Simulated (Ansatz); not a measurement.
NbN: geometry relaxation (part 4 of 4)

The same run, continued: NbN (slab, 40 atoms in the cell); DFT PBE, scalar-relativistic, plane waves, PAW, no spin polarisation (Ansatz 0.2.0); cutoff 420 eV, 3×8×1 k-mesh, Gaussian smearing of 0.1 eV. The structure derives from an entry of the Crystallography Open Database. The input holds or restrains some coordinates. Forces given for the steps count only the free coordinates. It belongs to a series of runs on one base structure; here: stripe over 1 of 3 cells, two steps.

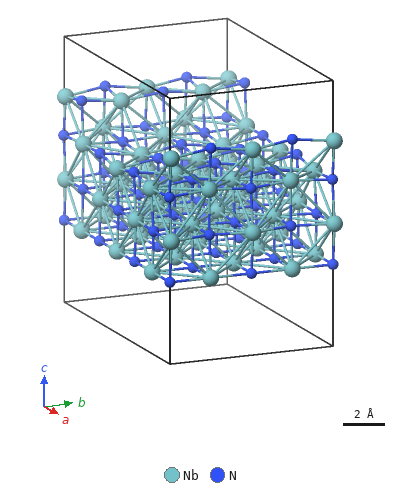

The geometry at step 6 of the log (ball-and-stick view of the 1 × 2 repeat of the cell, with the vacuum cut short, seen slightly off an axis).

What the program printed, continued:
```
--- Löwdin populations: 40 sites ---
  site symbol       q [e]
     0     Nb     12.2688
     1      N      5.6618
     2     Nb     12.3134
     3      N      5.6066
     4     Nb     12.3134
     5      N      5.6066
     6     Nb     12.2688
     7      N      5.6618
     8     Nb     12.2576
     9      N      5.6693
    10     Nb     12.4116
    11      N      5.5680
    12     Nb     12.3994
    13      N      5.5544
    14     Nb     12.2254
    15      N      5.6672
    16     Nb     12.2254
    17      N      5.6672
    18     Nb     12.3994
    19      N      5.5544
    20     Nb     12.4116
    21      N      5.5680
    22     Nb     12.2576
    23      N      5.6693
    24     Nb     12.2894
    25      N      5.6357
    26     Nb     12.2894
    27      N      5.6357
    28     Nb     12.2060
    29      N      5.5963
    30     Nb     12.3507
    31      N      5.6604
    32     Nb     12.3507
    33      N      5.6604
    34     Nb     12.2060
    35      N      5.5963
    36     Nb     12.2678
    37      N      5.6276
    38     Nb     12.2678
    39      N      5.6276
  spilling = 0.004237 (of n_electrons = 360.000000)
```

Trajectory as extended XYZ (Å, eV, eV/Å), 6 of the 10 frames kept, from step=1 to step=10:
```
40
Lattice="13.2646 0.0000 0.0000 0.0000 4.4215 0.0000 0.0000 0.0000 18.6323" Properties=species:S:1:pos:R:3:forces:R:3 step=1 energy=-98750.56449
Nb    2.2108    0.0000    1.5000    0.0967   0.0000   2.3046
N     0.0000    0.0000    1.5000   -0.0262   0.0000  -1.2763
Nb    2.2108    2.2108    3.7108    0.0030   0.0000  -0.6918
N     0.0000    2.2108    3.7108   -0.1171   0.0000  -0.8931
Nb    0.0000    0.0000    3.7108   -0.0030   0.0000  -0.6918
N     2.2108    0.0000    3.7108    0.1171   0.0000  -0.8931
Nb    0.0000    2.2108    1.5000   -0.0967   0.0000   2.3046
N     2.2108    2.2108    1.5000    0.0262   0.0000  -1.2763
Nb    6.6323    0.0000    1.5000    0.1842   0.0000   1.8802
N     4.4215    0.0000    1.5000   -0.0546   0.0000  -1.6462
Nb    6.6323    2.2108    3.7108   -0.0149   0.0000  -0.1973
N     4.4215    2.2108    3.7108   -0.0387   0.0000  -0.3471
Nb    4.4215    0.0000    3.7108    0.0429   0.0000  -0.0915
N     6.6323    0.0000    3.7108   -0.0297   0.0000  -0.0110
Nb    4.4215    2.2108    1.5000    0.2169   0.0000   2.0516
N     6.6323    2.2108    1.5000   -0.0305   0.0000  -1.5677
Nb   11.0539    0.0000    1.5000   -0.2169   0.0000   2.0516
N     8.8431    0.0000    1.5000    0.0305   0.0000  -1.5677
Nb   11.0539    2.2108    3.7108   -0.0429   0.0000  -0.0915
N     8.8431    2.2108    3.7108    0.0297   0.0000  -0.0110
Nb    8.8431    0.0000    3.7108    0.0149   0.0000  -0.1973
N    11.0539    0.0000    3.7108    0.0387   0.0000  -0.3471
Nb    8.8431    2.2108    1.5000   -0.1842   0.0000   1.8802
N    11.0539    2.2108    1.5000    0.0546   0.0000  -1.6462
Nb    2.2108    0.0000    5.9215    0.6616   0.0000   1.4817
N     0.0000    0.0000    5.9215   -0.1090   0.0000   1.1580
Nb    0.0000    2.2108    5.9215   -0.6616   0.0000   1.4817
N     2.2108    2.2108    5.9215    0.1090   0.0000   1.1580
Nb    6.6323    0.0000    5.9215   -0.0341   0.0000  -1.8041
N     4.4215    0.0000    5.9215    0.1257   0.0000   0.8580
Nb    4.4215    2.2108    5.9215    0.5005   0.0000  -0.7109
N     6.6323    2.2108    5.9215   -0.0692   0.0000   1.4714
Nb   11.0539    0.0000    5.9215   -0.5005   0.0000  -0.7109
N     8.8431    0.0000    5.9215    0.0692   0.0000   1.4714
Nb    8.8431    2.2108    5.9215    0.0341   0.0000  -1.8041
N    11.0539    2.2108    5.9215   -0.1257   0.0000   0.8580
Nb    2.2108    2.2108    8.1323   -2.1697   0.0000  -2.8643
N     0.0000    2.2108    8.1323    0.2634   0.0000   0.8962
Nb    0.0000    0.0000    8.1323    2.1697   0.0000  -2.8643
N     2.2108    0.0000    8.1323   -0.2634   0.0000   0.8962
40
Lattice="13.2646 0.0000 0.0000 0.0000 4.4215 0.0000 0.0000 0.0000 18.6323" Properties=species:S:1:pos:R:3:forces:R:3 step=3 energy=-98752.79050
Nb    2.2108    0.0000    1.5000    0.1212   0.0000   1.8080
N     0.0000    0.0000    1.5000   -0.1116   0.0000  -1.8083
Nb    2.1937    2.2108    3.6391   -0.4733   0.0000  -0.0040
N    -0.0193    2.2108    3.6649   -0.0437   0.0000   0.0504
Nb    0.0171    0.0000    3.6391    0.4733   0.0000  -0.0040
N     2.2301    0.0000    3.6649    0.0437   0.0000   0.0504
Nb    0.0000    2.2108    1.5000   -0.1212   0.0000   1.8080
N     2.2108    2.2108    1.5000    0.1116   0.0000  -1.8083
Nb    6.6323    0.0000    1.5000   -0.1379   0.0000   1.0817
N     4.4215    0.0000    1.5000   -0.0410   0.0000  -1.4952
Nb    6.6228    2.2108    3.7280   -0.1759   0.0000  -0.0826
N     4.4169    2.2108    3.6318   -0.1500   0.0000  -0.0321
Nb    4.4308    0.0000    3.6989   -0.0322   0.0000  -0.1909
N     6.6415    0.0000    3.6422    0.1772   0.0000  -0.1866
Nb    4.4215    2.2108    1.5000   -0.1424   0.0000   1.4136
N     6.6323    2.2108    1.5000    0.0080   0.0000  -0.9980
Nb   11.0539    0.0000    1.5000    0.1424   0.0000   1.4136
N     8.8431    0.0000    1.5000   -0.0080   0.0000  -0.9980
Nb   11.0446    2.2108    3.6989    0.0322   0.0000  -0.1909
N     8.8339    2.2108    3.6422   -0.1772   0.0000  -0.1866
Nb    8.8526    0.0000    3.7280    0.1759   0.0000  -0.0826
N    11.0585    0.0000    3.6318    0.1500   0.0000  -0.0321
Nb    8.8431    2.2108    1.5000    0.1379   0.0000   1.0817
N    11.0539    2.2108    1.5000    0.0410   0.0000  -1.4952
Nb    2.3104    0.0000    6.0151    0.6885   0.0000  -0.1905
N    -0.0250    0.0000    5.8953   -0.0367   0.0000  -0.4116
Nb   -0.0996    2.2108    6.0151   -0.6885   0.0000  -0.1905
N     2.2358    2.2108    5.8953    0.0367   0.0000  -0.4116
Nb    6.6484    0.0000    5.7384    0.0307   0.0000   0.3055
N     4.4939    0.0000    5.9812   -0.1731   0.0000   0.1523
Nb    4.5249    2.2108    5.7729    0.4553   0.0000  -0.1210
N     6.6672    2.2108    6.0616    0.0324   0.0000   0.1933
Nb   10.9505    0.0000    5.7729   -0.4553   0.0000  -0.1210
N     8.8082    0.0000    6.0616   -0.0324   0.0000   0.1933
Nb    8.8270    2.2108    5.7384   -0.0307   0.0000   0.3055
N    10.9815    2.2108    5.9812    0.1731   0.0000   0.1523
Nb    2.0587    2.2108    7.9176   -0.0319   0.0000   0.7437
N     0.0033    2.2108    8.2006    0.0719   0.0000  -0.2276
Nb    0.1520    0.0000    7.9176    0.0319   0.0000   0.7437
N     2.2075    0.0000    8.2006   -0.0719   0.0000  -0.2276
40
Lattice="13.2646 0.0000 0.0000 0.0000 4.4215 0.0000 0.0000 0.0000 18.6323" Properties=species:S:1:pos:R:3:forces:R:3 step=5 energy=-98752.32458 accepted=F
Nb    2.2108    0.0000    1.5000    0.0891   0.0000   2.0127
N     0.0000    0.0000    1.5000   -0.3381   0.0000  -1.7558
Nb    1.9244    2.2108    3.6320    2.5414   0.0000   0.1793
N    -0.2351    2.2108    3.6584    0.4065   0.0000   0.0293
Nb    0.2863    0.0000    3.6320   -2.5414   0.0000   0.1793
N     2.4459    0.0000    3.6584   -0.4065   0.0000   0.0293
Nb    0.0000    2.2108    1.5000   -0.0891   0.0000   2.0127
N     2.2108    2.2108    1.5000    0.3381   0.0000  -1.7558
Nb    6.6323    0.0000    1.5000   -0.1340   0.0000   1.4249
N     4.4215    0.0000    1.5000    0.1254   0.0000  -1.5040
Nb    6.4348    2.2108    3.6859    1.9875   0.0000  -0.3105
N     4.1936    2.2108    3.6299    0.3949   0.0000  -0.0872
Nb    4.6250    0.0000    3.6737   -1.3990   0.0000  -0.0832
N     6.8537    0.0000    3.6426   -0.2644   0.0000   0.3944
Nb    4.4215    2.2108    1.5000   -0.0888   0.0000   1.9112
N     6.6323    2.2108    1.5000   -0.2731   0.0000  -1.1752
Nb   11.0539    0.0000    1.5000    0.0888   0.0000   1.9112
N     8.8431    0.0000    1.5000    0.2731   0.0000  -1.1752
Nb   10.8504    2.2108    3.6737    1.3990   0.0000  -0.0832
N     8.6217    2.2108    3.6426    0.2644   0.0000   0.3944
Nb    9.0406    0.0000    3.6859   -1.9875   0.0000  -0.3105
N    11.2818    0.0000    3.6299   -0.3949   0.0000  -0.0872
Nb    8.8431    2.2108    1.5000    0.1340   0.0000   1.4249
N    11.0539    2.2108    1.5000   -0.1254   0.0000  -1.5040
Nb    2.5818    0.0000    5.9892   -0.7860   0.0000  -0.2305
N    -0.0779    0.0000    5.8072    0.0750   0.0000   0.5599
Nb   -0.3710    2.2108    5.9892    0.7860   0.0000  -0.2305
N     2.2887    2.2108    5.8072   -0.0750   0.0000   0.5599
Nb    6.6803    0.0000    5.7744    0.0118   0.0000  -0.3431
N     4.5902    0.0000    6.0718    0.1820   0.0000  -0.3065
Nb    4.6667    2.2108    5.7497   -1.1507   0.0000   0.0998
N     6.7103    2.2108    6.1738   -0.0457   0.0000  -0.4504
Nb   10.8087    0.0000    5.7497    1.1507   0.0000   0.0998
N     8.7651    0.0000    6.1738    0.0457   0.0000  -0.4504
Nb    8.7951    2.2108    5.7744   -0.0118   0.0000  -0.3431
N    10.8852    2.2108    6.0718   -0.1820   0.0000  -0.3065
Nb    2.0431    2.2108    7.8620    0.1397   0.0000  -0.3828
N     0.0241    2.2108    8.1305   -0.0143   0.0000   0.0186
Nb    0.1676    0.0000    7.8620   -0.1397   0.0000  -0.3828
N     2.1866    0.0000    8.1305    0.0143   0.0000   0.0186
40
Lattice="13.2646 0.0000 0.0000 0.0000 4.4215 0.0000 0.0000 0.0000 18.6323" Properties=species:S:1:pos:R:3:forces:R:3 step=6 energy=-98753.20836
Nb    2.2108    0.0000    1.5000   -0.0284   0.0000   2.0531
N     0.0000    0.0000    1.5000   -0.2924   0.0000  -1.7907
Nb    2.0323    2.2108    3.6415    0.3421   0.0000  -0.0335
N    -0.1645    2.2108    3.6708    0.1099   0.0000  -0.1385
Nb    0.1785    0.0000    3.6415   -0.3421   0.0000  -0.0335
N     2.3753    0.0000    3.6708   -0.1099   0.0000  -0.1385
Nb    0.0000    2.2108    1.5000    0.0284   0.0000   2.0531
N     2.2108    2.2108    1.5000    0.2924   0.0000  -1.7907
Nb    6.6323    0.0000    1.5000   -0.2578   0.0000   1.3174
N     4.4215    0.0000    1.5000   -0.0280   0.0000  -1.5352
Nb    6.5071    2.2108    3.6876    0.3357   0.0000   0.0811
N     4.2603    2.2108    3.6269    0.0193   0.0000  -0.0214
Nb    4.5548    0.0000    3.6812   -0.3248   0.0000  -0.0533
N     6.7961    0.0000    3.6422   -0.0404   0.0000   0.1329
Nb    4.4215    2.2108    1.5000   -0.0504   0.0000   1.7519
N     6.6323    2.2108    1.5000   -0.1611   0.0000  -1.2273
Nb   11.0539    0.0000    1.5000    0.0504   0.0000   1.7519
N     8.8431    0.0000    1.5000    0.1611   0.0000  -1.2273
Nb   10.9206    2.2108    3.6812    0.3248   0.0000  -0.0533
N     8.6793    2.2108    3.6422    0.0404   0.0000   0.1329
Nb    8.9683    0.0000    3.6876   -0.3357   0.0000   0.0811
N    11.2151    0.0000    3.6269   -0.0193   0.0000  -0.0214
Nb    8.8431    2.2108    1.5000    0.2578   0.0000   1.3174
N    11.0539    2.2108    1.5000    0.0280   0.0000  -1.5352
Nb    2.4135    0.0000    5.9988    0.1039   0.0000  -0.1517
N    -0.0678    0.0000    5.8588    0.2415   0.0000   0.0166
Nb   -0.2028    2.2108    5.9988   -0.1039   0.0000  -0.1517
N     2.2786    2.2108    5.8588   -0.2415   0.0000   0.0166
Nb    6.6323    0.0000    5.7514    0.0017   0.0000  -0.2000
N     4.4910    0.0000    6.0187    0.2926   0.0000  -0.0570
Nb    4.6053    2.2108    5.7487   -0.2230   0.0000  -0.1035
N     6.7257    2.2108    6.0743   -0.3589   0.0000  -0.0611
Nb   10.8701    0.0000    5.7487    0.2230   0.0000  -0.1035
N     8.7497    0.0000    6.0743    0.3589   0.0000  -0.0611
Nb    8.8431    2.2108    5.7514   -0.0017   0.0000  -0.2000
N    10.9844    2.2108    6.0187   -0.2926   0.0000  -0.0570
Nb    2.0460    2.2108    7.8997    0.1169   0.0000   0.0758
N     0.0201    2.2108    8.1752   -0.0408   0.0000  -0.0556
Nb    0.1648    0.0000    7.8997   -0.1169   0.0000   0.0758
N     2.1907    0.0000    8.1752    0.0408   0.0000  -0.0556
40
Lattice="13.2646 0.0000 0.0000 0.0000 4.4215 0.0000 0.0000 0.0000 18.6323" Properties=species:S:1:pos:R:3:forces:R:3 step=8 energy=-98753.29073
Nb    2.2108    0.0000    1.5000   -0.0677   0.0000   1.8666
N     0.0000    0.0000    1.5000   -0.3277   0.0000  -1.8938
Nb    2.0504    2.2108    3.6310   -0.0044   0.0000   0.0098
N    -0.1516    2.2108    3.6527   -0.0087   0.0000   0.0147
Nb    0.1604    0.0000    3.6310    0.0044   0.0000   0.0098
N     2.3624    0.0000    3.6527    0.0087   0.0000   0.0147
Nb    0.0000    2.2108    1.5000    0.0677   0.0000   1.8666
N     2.2108    2.2108    1.5000    0.3277   0.0000  -1.8938
Nb    6.6323    0.0000    1.5000   -0.2168   0.0000   1.2457
N     4.4215    0.0000    1.5000   -0.0633   0.0000  -1.5936
Nb    6.5243    2.2108    3.6823    0.0083   0.0000   0.0296
N     4.2678    2.2108    3.6172   -0.0004   0.0000  -0.0189
Nb    4.5403    0.0000    3.6698   -0.0539   0.0000   0.0456
N     6.7825    0.0000    3.6404    0.0173   0.0000   0.0075
Nb    4.4215    2.2108    1.5000   -0.0299   0.0000   1.6304
N     6.6323    2.2108    1.5000   -0.1028   0.0000  -1.2826
Nb   11.0539    0.0000    1.5000    0.0299   0.0000   1.6304
N     8.8431    0.0000    1.5000    0.1028   0.0000  -1.2826
Nb   10.9351    2.2108    3.6698    0.0539   0.0000   0.0456
N     8.6929    2.2108    3.6404   -0.0173   0.0000   0.0075
Nb    8.9511    0.0000    3.6823   -0.0083   0.0000   0.0296
N    11.2076    0.0000    3.6172    0.0004   0.0000  -0.0189
Nb    8.8431    2.2108    1.5000    0.2168   0.0000   1.2457
N    11.0539    2.2108    1.5000    0.0633   0.0000  -1.5936
Nb    2.4528    0.0000    5.9673   -0.0211   0.0000   0.0048
N    -0.0127    0.0000    5.8468   -0.0052   0.0000   0.0060
Nb   -0.2420    2.2108    5.9673    0.0211   0.0000   0.0048
N     2.2234    2.2108    5.8468    0.0052   0.0000   0.0060
Nb    6.6400    0.0000    5.7341   -0.0157   0.0000  -0.0033
N     4.5303    0.0000    6.0075    0.0209   0.0000  -0.0164
Nb    4.5737    2.2108    5.7346    0.0142   0.0000  -0.0174
N     6.6921    2.2108    6.0586   -0.0123   0.0000  -0.0270
Nb   10.9017    0.0000    5.7346   -0.0142   0.0000  -0.0174
N     8.7833    0.0000    6.0586    0.0123   0.0000  -0.0270
Nb    8.8354    2.2108    5.7341    0.0157   0.0000  -0.0033
N    10.9451    2.2108    6.0075   -0.0209   0.0000  -0.0164
Nb    2.0506    2.2108    7.8803    0.0064   0.0000   0.0260
N     0.0174    2.2108    8.1418   -0.0109   0.0000  -0.0337
Nb    0.1602    0.0000    7.8803   -0.0064   0.0000   0.0260
N     2.1934    0.0000    8.1418    0.0109   0.0000  -0.0337
40
Lattice="13.2646 0.0000 0.0000 0.0000 4.4215 0.0000 0.0000 0.0000 18.6323" Properties=species:S:1:pos:R:3:forces:R:3 step=10 energy=-98753.29173
Nb    2.2108    0.0000    1.5000   -0.0667   0.0000   1.8667
N     0.0000    0.0000    1.5000   -0.3280   0.0000  -1.8812
Nb    2.0495    2.2108    3.6321    0.0002   0.0000  -0.0025
N    -0.1518    2.2108    3.6536    0.0006   0.0000   0.0039
Nb    0.1612    0.0000    3.6321   -0.0002   0.0000  -0.0025
N     2.3626    0.0000    3.6536   -0.0006   0.0000   0.0039
Nb    0.0000    2.2108    1.5000    0.0667   0.0000   1.8667
N     2.2108    2.2108    1.5000    0.3280   0.0000  -1.8812
Nb    6.6323    0.0000    1.5000   -0.2150   0.0000   1.2565
N     4.4215    0.0000    1.5000   -0.0631   0.0000  -1.5733
Nb    6.5241    2.2108    3.6828   -0.0040   0.0000  -0.0024
N     4.2669    2.2108    3.6150   -0.0013   0.0000  -0.0016
Nb    4.5358    0.0000    3.6736   -0.0031   0.0000   0.0000
N     6.7832    0.0000    3.6396   -0.0018   0.0000  -0.0009
Nb    4.4215    2.2108    1.5000   -0.0233   0.0000   1.6226
N     6.6323    2.2108    1.5000   -0.1038   0.0000  -1.2928
Nb   11.0539    0.0000    1.5000    0.0233   0.0000   1.6226
N     8.8431    0.0000    1.5000    0.1038   0.0000  -1.2928
Nb   10.9396    2.2108    3.6736    0.0031   0.0000   0.0000
N     8.6922    2.2108    3.6396    0.0018   0.0000  -0.0009
Nb    8.9513    0.0000    3.6828    0.0040   0.0000  -0.0024
N    11.2085    0.0000    3.6150    0.0013   0.0000  -0.0016
Nb    8.8431    2.2108    1.5000    0.2150   0.0000   1.2565
N    11.0539    2.2108    1.5000    0.0631   0.0000  -1.5733
Nb    2.4500    0.0000    5.9671    0.0021   0.0000   0.0063
N    -0.0121    0.0000    5.8483   -0.0030   0.0000   0.0018
Nb   -0.2392    2.2108    5.9671   -0.0021   0.0000   0.0063
N     2.2229    2.2108    5.8483    0.0030   0.0000   0.0018
Nb    6.6372    0.0000    5.7318   -0.0051   0.0000   0.0045
N     4.5297    0.0000    6.0077    0.0011   0.0000  -0.0048
Nb    4.5734    2.2108    5.7328    0.0015   0.0000  -0.0014
N     6.6920    2.2108    6.0514   -0.0032   0.0000  -0.0004
Nb   10.9020    0.0000    5.7328   -0.0015   0.0000  -0.0014
N     8.7834    0.0000    6.0514    0.0032   0.0000  -0.0004
Nb    8.8382    2.2108    5.7318    0.0051   0.0000   0.0045
N    10.9457    2.2108    6.0077   -0.0011   0.0000  -0.0048
Nb    2.0509    2.2108    7.8818   -0.0002   0.0000   0.0082
N     0.0166    2.2108    8.1403   -0.0017   0.0000  -0.0092
Nb    0.1599    0.0000    7.8818    0.0002   0.0000   0.0082
N     2.1942    0.0000    8.1403    0.0017   0.0000  -0.0092
```

Summary:

```json
{"quantity": "outcome", "value": "converged under the restraints of the input"}
{"quantity": "electrons treated", "value": "360"}
{"quantity": "free energy", "value": "−98753.2917 eV"}
{"quantity": "Fermi energy", "value": "5.884 eV"}
{"quantity": "gap on the k-point mesh", "value": "none (metallic)"}
{"quantity": "final volume", "value": "1092.79 Å³"}
{"quantity": "largest force (length of the vector) at the end, held atoms and coordinates included", "value": "1.910 eV/Å"}
{"quantity": "hardware", "value": "4 threads of Intel Xeon (Granite Rapids), 16 GiB of memory available, shared host"}
{"quantity": "wall time", "value": "7.7 min (CPU time 31 min)"}
{"quantity": "peak memory", "value": "5 GiB"}
```

Notes:

The program warns: the density in the vacuum is higher than it should be, so vacuum levels may be off; the exchange-correlation potential is rough where the density is thin.
